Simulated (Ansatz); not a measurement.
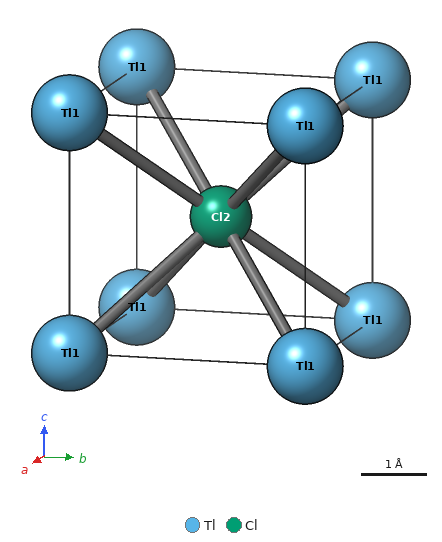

The input geometry (ball-and-stick view of the cell of the calculation, seen slightly off an axis; atoms are numbered from 1 in the order of the input).

## GW calculation of TlCl

System: TlCl (Pm-3m, 2 atoms in the cell).
Method: DFT, HSE06, plane waves, PAW, no spin polarisation (Ansatz 0.2.0).

The structure derives from an entry of the Crystallography Open Database. The geometry comes from this level: r2scan-rvv10. It belongs to a series of runs on one base structure; here: G0W0 settings. Figures and captions count atoms from 1; the log counts them from 0 in places.

## Input
```yaml
crystal:
  lattice:
    - [3.7936346873, 0.0, 0.0]
    - [0.0, 3.7936346873, 0.0]
    - [0.0, 0.0, 3.7936346873]
  atoms:
    - { symbol: Tl, position: [0.0, 0.0, 0.0] }
    - { symbol: Cl, position: [0.5, 0.5, 0.5] }
kpoints:
  mp_grid: { grid: [2, 2, 2] }
hamiltonian:
  xc: hse06
scf:
  occupations: { method: fixed }
gw:
  n_empty_bands: 60
  ecut_chi: 80
  qp_bands: [v1, c1]
  qp_kpoints: band_edges
  screening: { model: godby_needs }
  plasmon_pole_fit_frequency: 5
```

Command:
```bash
ansatz run input.yaml --threads 4 --pin off --max-ram 3686MiB --backend cpu --events-out ev --progress --plain --runs-dir out
```

## The program's output
```
exact exchange: scf.exx.singularity resolves to wigner_seitz, which cuts the screened interaction at the faces of the exchange supercell's Wigner-Seitz cell, so that each pair interacts once, at the shortest of its separations (the periodic images that this leaves out come, for a point-like exchange hole, to about 0.080 eV on a filled level). The cut falls within the interaction's reach, and what an exchange supercell this small leaves in the energy, the band gaps and, where it is computed, the pressure is not bounded here. The exchange supercell (the smallest cell that an SCF of this deck is solved on times the 2×2×2 mesh of the exchange sum) has its nearest image at L = 7.59 Å, 1.58 times the interaction's range 1/ω = 4.81 Å. A denser mesh of the exchange sum (kpoints.mp_grid; where a k-mesh is refused, the cell repeated along its short axes), shrinks what is left. The k-mesh (kpoints.mp_grid) can leave an error of its own, as it does under a semilocal functional: two runs of this structure under PBE, one on that k-mesh and one on a denser one or on the cell repeated (per cell), show about how large it is in the energy; in a metal the hybrid's can be larger than they show. Converge the k-mesh under the hybrid itself. See scf.exx.q_mesh
Engine: ansatz 0.2.0, x86_64-unknown-linux-gnu
Pseudopotentials: kind: paw
Pseudopotential: Tl, paw, valence charge 13, recommended cutoff 420 eV (normal), Tl.paw.azcp
Pseudopotential: Cl, paw, valence charge 7, recommended cutoff 420 eV (normal), Cl.paw.azcp
Functional definition: HSE06
  parameter a = 0.25
  parameter omega = 0.11/bohr
  exchange = pbe_x - a*pbe_x_sr(omega) + a*exact_x_sr(omega)
  correlation = pbe_c
davidson cushion auto → on  (no smearing: the cushion is to keep the highest requested band from converging to the state above it; pin scf.eigensolver.cushion to override)
Crystal: 2 atoms, lattice volume = 54.597 Å³
Basis set: ecut = 420 eV, 1045 PW (Γ)
Bands: 14, of which v1, the nominal top of the filled ones, is band 10 counted from 1 (9 counted from 0)
Symmetry: 48 space group operations
Space group: Pm-3m (ITA 221), of the structure as read, at distance tolerance 3.8e-5 Å
k-points: 4 of 8
Non-local potential: Tl, projectors of the file, l = 0: 2, l = 1: 2, l = 2: 2, l = 3: 1
Non-local potential: Cl, projectors of the file, l = 0: 2, l = 1: 2, l = 2: 2
PAW form: soft (Blöchl's): semilocal exchange-correlation on the pseudo side does not see the compensation charge
PAW frozen core: Tl, regenerated for the run's functional, and the local potential with it (the file was generated under x = pbe(κ = 0.804, μ = 0.2195149727645171), c = pbe(β = 0.06672455060314922))
PAW frozen core: Cl, regenerated for the run's functional, and the local potential with it (the file was generated under x = pbe(κ = 0.804, μ = 0.2195149727645171), c = pbe(β = 0.06672455060314922))
PAW one-centre angular grid: Tl, 590 points (default); XC on 64 Gauss nodes
PAW one-centre angular grid: Cl, 110 points (default); XC on 64 Gauss nodes
Initial density: superposition of atomic densities (neutral atoms: chi_scale 0, normalization atom), corrected by the library's trained network
Initial wavefunctions: pseudopotential atomic-orbital guess
Functional: x = pbe(κ = 0.804, μ = 0.2195149727645171), c = pbe(β = 0.06672455060314922), warm-up for x = pbe(κ = 0.804, μ = 0.2195149727645171) + 0.25 (exact − pbe) at short range (hse, ω = 0.20786987370883472 Å⁻¹), c = pbe(β = 0.06672455060314922); HSE06 as pw.x's `hse` composes it (authors' and Libxc's form: `xc: wpbeh`)
SCF iter   1: F=—  HF=-12525.162780 eV  |F-HF|=—  |Δ(HF+E_count)|=         —  Δρ=4.88e-3  dr2=2.34e-2  ethr=1.77e-3  ⟨swp⟩=9.8  Hψ=257  notcnv=0
preconditioner: auto → none  [insulator: Δε(μ)=1.976 eV  Ē_g=13.602 eV  n_scr=6 (ndim 8)  ℏωp=22.5 eV  f_vac=0.000]
iter 2 solved again at ethr=5.49e-6 eV; its pass at ethr=1.17e-4 eV (dr2=1.10e-3 eV) is discarded
SCF iter   2: F=—  HF=-12525.156417 eV  |F-HF|=—  |Δ(HF+E_count)|=   6.36e-3  Δρ=1.66e-3  dr2=1.10e-3  ethr=5.49e-6  ⟨swp⟩=5.2  Hψ=299  notcnv=0  defer=2
SCF iter   3: F=-12525.156588 eV  HF=-12525.156472 eV  |F-HF|=1.16e-4  |Δ(HF+E_count)|=   5.42e-5  Δρ=7.75e-4  dr2=2.26e-4  ethr=5.49e-6  ⟨swp⟩=3.0  Hψ=136  notcnv=0
SCF 1 stopped early in 3 iterations: F = -12525.156588 eV  dr2 = 2.26e-4
  greatest PAW one-centre occupation: 0.967 electrons in one spin orbital (limit 2), on the Tl atom at site 0 (counted from 0), in its partial waves of l = 2
Initial density: handed on by an earlier stage of this run
Initial wavefunctions: those handed on with the density
Functional: x = pbe(κ = 0.804, μ = 0.2195149727645171) + 0.25 (exact − pbe) at short range (hse, ω = 0.20786987370883472 Å⁻¹), c = pbe(β = 0.06672455060314922); HSE06 as pw.x's `hse` composes it (authors' and Libxc's form: `xc: wpbeh`)
Exchange kernel: α = 0.2500, screened, ω = 0.2079 Å⁻¹, Wigner–Seitz truncation, v(0) = 744.2994 eV·Å³, q-mesh 2×2×2, nearest image of the exchange supercell L = 7.59 Å, pair-density grid 18×18×18, without the augmentation charges, whose exchange is taken in its separable form by FFT convolution over the k-point mesh (sized by the pseudopotential files, 25×25×25 at the most), smooth part of the exact exchange by density-matrix convolution
Frozen-core exchange: fock
SCF iter   1: F=—  HF=-12529.345085 eV  |F-HF|=—  |Δ(HF+E_count)|=         —  Δρ=4.97e-3  dr2=1.40e-2  ethr=1.13e-5  ⟨swp⟩=6.2  Hψ=253  notcnv=0
preconditioner: auto → none  [insulator: Δε(μ)=2.756 eV  Ē_g=15.530 eV  n_scr=6 (ndim 8)  ℏωp=22.5 eV  f_vac=0.000]
SCF iter   2: F=—  HF=-12529.340111 eV  |F-HF|=—  |Δ(HF+E_count)|=   4.97e-3  Δρ=1.47e-3  dr2=1.31e-3  ethr=1.13e-5  ⟨swp⟩=3.0  Hψ=179  notcnv=0
SCF iter   3: F=—  HF=-12529.343487 eV  |F-HF|=—  |Δ(HF+E_count)|=   3.38e-3  Δρ=7.89e-4  dr2=3.00e-4  ethr=4.78e-6  ⟨swp⟩=3.0  Hψ=158  notcnv=0
SCF iter   4: F=—  HF=-12529.343386 eV  |F-HF|=—  |Δ(HF+E_count)|=   1.02e-4  Δρ=1.08e-4  dr2=6.19e-6  ethr=1.43e-6  ⟨swp⟩=3.0  Hψ=139  notcnv=0
SCF iter   5: F=-12529.343387 eV  HF=-12529.343387 eV  |F-HF|=1.29e-8  |Δ(HF+E_count)|=   1.29e-6  Δρ=1.91e-5  dr2=1.54e-6  ethr=2.39e-8  ⟨swp⟩=4.0  Hψ=178  notcnv=0
SCF 2 stopped early in 5 iterations: F = -12529.343387 eV  dr2 = 1.54e-6
  greatest PAW one-centre occupation: 0.970 electrons in one spin orbital (limit 2), on the Tl atom at site 0 (counted from 0), in its partial waves of l = 2
hybrid outer 1: dexx = +3.787e-3 eV, tail = 8.32e-6 eV
Exchange kernel: α = 0.2500, screened, ω = 0.2079 Å⁻¹, Wigner–Seitz truncation, v(0) = 744.2994 eV·Å³, q-mesh 2×2×2, nearest image of the exchange supercell L = 7.59 Å, pair-density grid 18×18×18, without the augmentation charges, whose exchange is taken in its separable form by FFT convolution over the k-point mesh (sized by the pseudopotential files, 25×25×25 at the most), smooth part of the exact exchange by density-matrix convolution
Frozen-core exchange: fock
SCF iter   1: F=—  HF=-12529.343283 eV  |F-HF|=—  |Δ(HF+E_count)|=         —  Δρ=2.71e-5  dr2=4.87e-7  ethr=2.08e-7  ⟨swp⟩=2.0  Hψ=128  notcnv=0
preconditioner: auto → none  [insulator: Δε(μ)=2.734 eV  Ē_g=15.479 eV  n_scr=6 (ndim 8)  ℏωp=22.5 eV  f_vac=0.000]
iter 2 solved again at ethr=1.20e-10 eV; its pass at ethr=2.31e-9 eV (dr2=2.39e-8 eV) is discarded
SCF iter   2: F=-12529.343283 eV  HF=-12529.343283 eV  |F-HF|=1.16e-8  |Δ(HF+E_count)|=   8.43e-8  Δρ=1.05e-5  dr2=2.90e-8  ethr=1.20e-10  ⟨swp⟩=3.2  Hψ=315  notcnv=0
SCF 3 converged in 2 iterations: F = -12529.343283 eV  dr2 = 2.90e-8
```

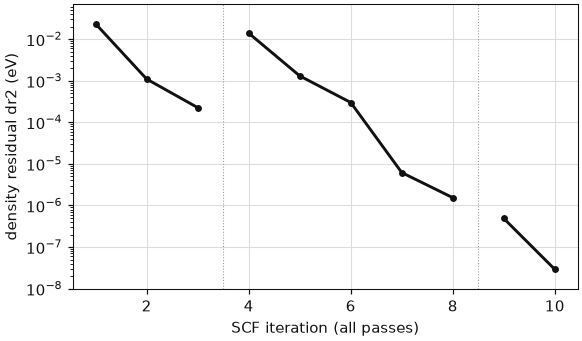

Convergence of the self-consistent field: density residual dr2 against the SCF iteration. The run starts with a semilocal functional; after that each stretch between dotted lines is one SCF of the hybrid functional between two exact rebuilds of the exchange operator by the outer loop. Early passes are stopped at a loose threshold. The passes take 3, 5 and 2 iterations.

```
hybrid outer 2: dexx = +6.736e-8 eV, tail = 6.98e-8 eV, Δε = 2.09e-3 eV (about 2.81e-4 eV left of the loop's levels)
NSCF: frozen V_eff on 4 k-points
Exchange-term sweep: 0 of 4 (spin, k) points
Exchange-term sweep: 1 of 4 (spin, k) points
Exchange-term sweep: 2 of 4 (spin, k) points
Exchange-term sweep: 3 of 4 (spin, k) points
Exchange-term sweep: 4 of 4 (spin, k) points
G₀W₀ screening: q 1/4
G₀W₀ screening: q 2/4
G₀W₀ screening: q 3/4
G₀W₀ screening: q 4/4
G₀W₀ self-energy: k 1/4
G₀W₀ self-energy: k 2/4
G₀W₀ self-energy: k 3/4
G₀W₀ self-energy: k 4/4
hybrid SCF converged: 2 outer / 7 inner (+3 warm-up), last move |dexx| = 6.74e-8 eV, tail = 6.98e-8 eV
Stability not checked: this state was not tested for a lower state beside it, because the functional holds exact exchange (a hybrid, or Hartree-Fock), whose exchange loop this test does not read (fock_operator; see scf.lower_state_search)
Free energy (F): -12529.343283 eV
Frozen-core exchange: fock
Harris-Foulkes:  -12529.343283 eV  (|F-HF|=1.16e-8)
Internal energy: -12529.343283 eV  (E = F + TS)
E sigma→0 (E₀):  -12529.343283 eV
Fermi energy:    5.228643 eV
--- Per-component energies (eV) ---
  E_band       = -59.598090
  E_kinetic    = 495.842670
  E_local      = -1172.351521  (includes V_loc(G=0)·N_el)
  E_nonlocal   = 345.669599
  E_hartree    = 417.305923
  E_xc         = -270.908362
  E_vxc        = -211.931152  (∫ρ·V_xc dr)
  E_exx        = -43.295460  (= α·E_x^exact, valence–valence)
  E_paw        = -10851.109860  (= ΣΔE_a)
  E_vpaw       = -264.851107  (= ΣTr[D̂ρ^β])
  E_aug_tail   = 0.000124  (compensation charges beyond the density's cutoff)
  E_ewald      = -1450.889176
  E_core_change = 0.392779  (= ΣΔE_core)
  E_smearing   = -0.000000  (= −TS)
  E_closure    = -0.000000  (closes the sum)
  Σ components = -12529.343283   (vs F -12529.343283, Δ=0.00e0)
--- Band table (eV) ---
  k-point 0: bands = ["-10.2263", "-6.2019", "-6.2019", "-5.9463", "-5.9463", "-5.9463", "0.3877", "3.1866", "3.1866", "3.1866", "13.8636", "13.8636"]
  k-point 1: bands = ["-9.9201", "-6.1865", "-6.0375", "-6.0375", "-6.0232", "-5.9382", "-0.9635", "3.6784", "3.6784", "5.2286", "7.9630", "12.7136"]
  k-point 2: bands = ["-9.8015", "-6.0974", "-6.0095", "-6.0095", "-5.9482", "-5.8698", "1.5895", "1.5895", "1.6493", "3.7254", "11.0236", "11.0236"]
  k-point 3: bands = ["-9.5602", "-6.1504", "-6.1504", "-6.1504", "-5.8656", "-5.8656", "2.6451", "2.6451", "2.6451", "3.0459", "8.3370", "8.3370"]
  guard bands above this table: 2 of the run's 14 bands. The solve was not asked for them (output.publish_guard_bands: true or output.eigenvalues: true publishes all)
--- G₀W₀: ω_p = 5.0000 eV, 8 q-points, 60 empty bands' worth ---
  eigenvalues of the whole cell's RPA ε∞ on this k-mesh (on a slab, of 1 + 4πα/V) = 9.1459, 9.1459, 9.1459; static W/v taken at q = 0 is 0.109339
  GN-PPA: 16894/68461 pairs with Re ω̃² < 0 across q-mesh
  bands read: the sum over 70 bands ends inside a degenerate multiplet in 1 slot, whose members it reads at an even weight; the widest, k=0: bands 70 to 72 (counted from 1) at 1/3 each
  gw.qp_kpoints: band_edges: 4 of 4 stored k-points solved, in 1 pass; an edge of the gap read off the rows below is read off those points alone
    ik  band        ε_KS         Σx   Σc(E_QP)       V_xc       Z   E_QP_lin       E_QP  E_QP is
     0    10      3.1866   -20.4611     3.7660   -16.8786  0.7276     3.3695     3.3700  root
     0    11     13.8636    -4.8285    -4.2543    -9.0865  0.7694    13.8673    13.8673  root
     1    10      5.2286   -20.2314     2.4686   -17.8783  0.7565     5.3441     5.3443  root
     1    11      7.9630    -6.3276    -3.5756   -10.1102  0.7828     8.1706     8.1701  root
     2    10      3.7254   -21.2311     3.7691   -17.6714  0.7298     3.9342     3.9349  root
     2    11     11.0236    -8.4706    -3.7379   -12.5575  0.7662    11.3742    11.3727  root
     3    10      3.0459   -17.8705     1.7860   -15.8785  0.7725     2.8394     2.8399  root
     3    11      8.3370    -5.7448    -3.5224    -9.4812  0.7843     8.5514     8.5509  root
```

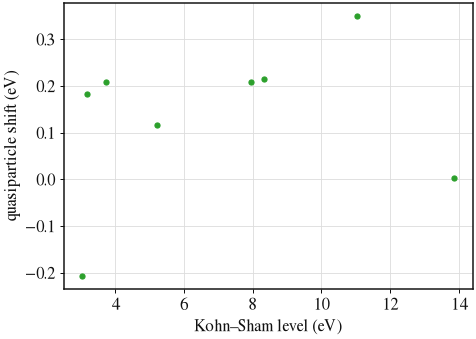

Quasiparticle corrections (linearised) against the Kohn–Sham levels, for the bands and k-points computed. On this mesh the gap goes from 2.73 to 2.83 eV.

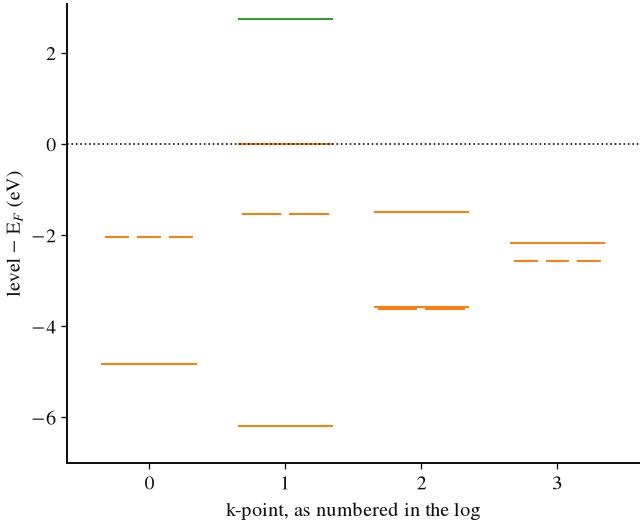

Kohn–Sham levels near the Fermi level (dotted) at the few k-points that the log prints; levels within 0.02 eV of each other stand side by side. Among these points the highest filled and lowest empty levels are 2.73 eV apart, which is the gap on the mesh.

## Summary

```csv
quantity,value
outcome,converged
space group (tolerance 0.01 Å),Pm-3m (221)
electrons treated,20
free energy,−12529.3433 eV
Fermi energy,5.229 eV
gap on the k-point mesh,2.73 eV
quasiparticle gap on the mesh,2.83 eV
hardware,"4 threads of Intel Xeon @ 2.50GHz (Skylake/Cascade Lake), 189 GiB of memory available, shared host"
wall time,41 s (CPU time 30 s)
peak memory,0.43 GiB
```

## Notes

Settings chosen away from the usual ones: G0W0 settings. The GW levels are not extrapolated in basis or mesh. The program warns: the mesh for exact exchange is coarse. Spin–orbit coupling is left out, which matters for Tl. The k-point mesh is coarse for a cell of this size, so the results may not be converged.
